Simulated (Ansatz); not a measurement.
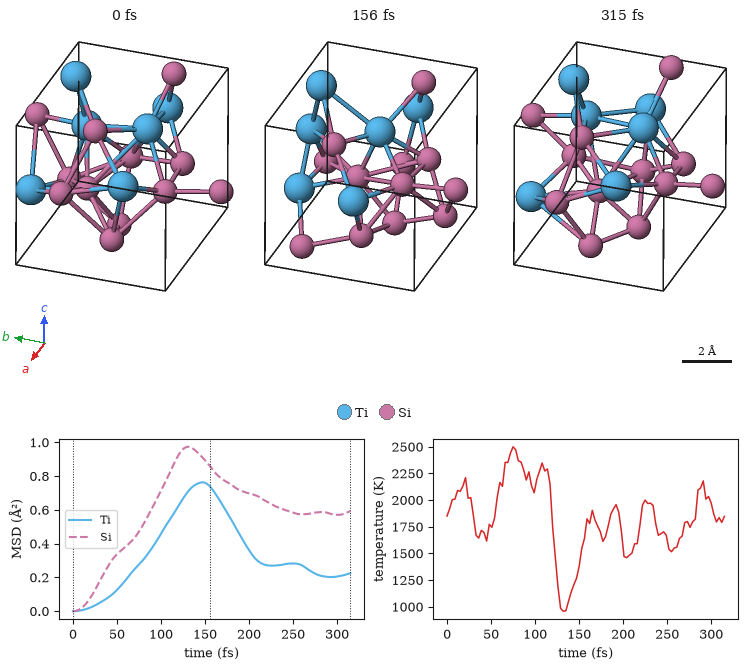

First-principles dynamics of an amorphous cell of composition TiSi2 (18 atoms in the cell), 315 fs long. It starts from the last geometry of an earlier run, with fresh velocities. Frames and the history of the run. The picture is a ball-and-stick view of the simulation cell, seen from a free direction. Atoms that leave the cell re-enter on the other side. Bonds to atoms that aren't drawn are left out.

Theory: DFT PBE, scalar-relativistic, plane waves, PAW (Ansatz). Set-up: plane-wave cutoff 420 eV; k-point mesh 1 × 1 × 1; Fermi-Dirac smearing 0.169 eV; volume 1.12 times that of the relaxed crystal; set temperature 1960 K; time step 3 fs.

Input file:
```yaml
crystal:
  lattice:
    - [6.663251, 0.246085, -0.094535]
    - [0.246085, 6.448499, -0.008168]
    - [-0.094535, -0.008168, 6.743254]
  atoms:
    - { symbol: Ti, position: [0.4377578306, 0.2156375423, 0.9356528849] }
    - { symbol: Ti, position: [0.4547398969, 0.7495341924, 0.7193489922] }
    - { symbol: Ti, position: [0.2333188523, 0.435290739, 0.6199146212] }
    - { symbol: Ti, position: [0.7624462487, 0.9941209351, 0.3953685149] }
    - { symbol: Ti, position: [0.0563530282, 0.9899751206, 0.7865919805] }
    - { symbol: Ti, position: [0.1543309782, 0.6311344131, 0.121633153] }
    - { symbol: Si, position: [0.4300407449, 0.9302959665, 0.1816513925] }
    - { symbol: Si, position: [0.6196948987, 0.676013486, 0.3802672319] }
    - { symbol: Si, position: [0.1392756714, 0.8234300378, 0.475392498] }
    - { symbol: Si, position: [0.8935528165, 0.6815668556, 0.610125556] }
    - { symbol: Si, position: [0.0691658475, 0.009949576, 0.1491263256] }
    - { symbol: Si, position: [0.3045816315, 0.2867646934, 0.2413758291] }
    - { symbol: Si, position: [0.4469016389, 0.1121124853, 0.5600001936] }
    - { symbol: Si, position: [0.7107411262, 0.9753410652, 0.9076369145] }
    - { symbol: Si, position: [0.6008136847, 0.5191771884, 0.0297501453] }
    - { symbol: Si, position: [0.6822478551, 0.3591122256, 0.7075505383] }
    - { symbol: Si, position: [0.0269530041, 0.3454788492, 0.9078052095] }
    - { symbol: Si, position: [0.8970409362, 0.3471152588, 0.3469389061] }
  symmetry: { detect: false }
basis:
  ecutwfc: 420
  xc_grid: 1
kpoints:
  mp_grid: { grid: [1, 1, 1], shift: [0.25, 0.25, 0.25] }
hamiltonian:
  xc: pbe
scf:
  occupations: { method: fermi_dirac, width: 0.1689 }
  lower_state_search: "off"
  convergence: { dr2_threshold: 1.0e-05 }
output:
  forces: true
  stress: true
md:
  timestep: 3.0
  n_steps: 105
  ensemble: nvt_langevin
  friction: 0.005
  temperature: 1960.0
  initial_velocities: maxwell_boltzmann
  seed: 51416
```

Run as
```bash
ansatz run input.yaml --threads 2 --pin off --max-ram 5120MiB --backend cpu --events-out ev --progress --plain --runs-dir out
```

Q: What do the frames and curves show?

A: The mean temperature in the second half is 1780 K (standard deviation 174 K). The potential energy is still drifting at the end, so the run hasn't reached equilibrium. The potential energy in the second half lies on average 78.7 meV per atom below the first frame. The mean pressure there is 4.5 GPa. Root-mean-square distances from the starting positions over the second half, with the common drift of all atoms taken out: Si 0.80 Å, Ti 0.58 Å. Against the typical shortest distance between atoms in the first frame, about 2.4 Å these are large excursions, but over 315 fs one can't yet tell strong vibration from the start of diffusion. Bond changes: 12 Si–Si bonds break between 66 fs and 270 fs; 10 Si–Si bonds form between 102 fs and 306 fs.

Limits of the set-up: the periodic images lie only 6.5 Å apart, so the values are limited by the cell's size.

Cost: 6.4 min on 2 threads of AMD EPYC (Zen 3), on a shared host, peak memory 0.47 GiB.
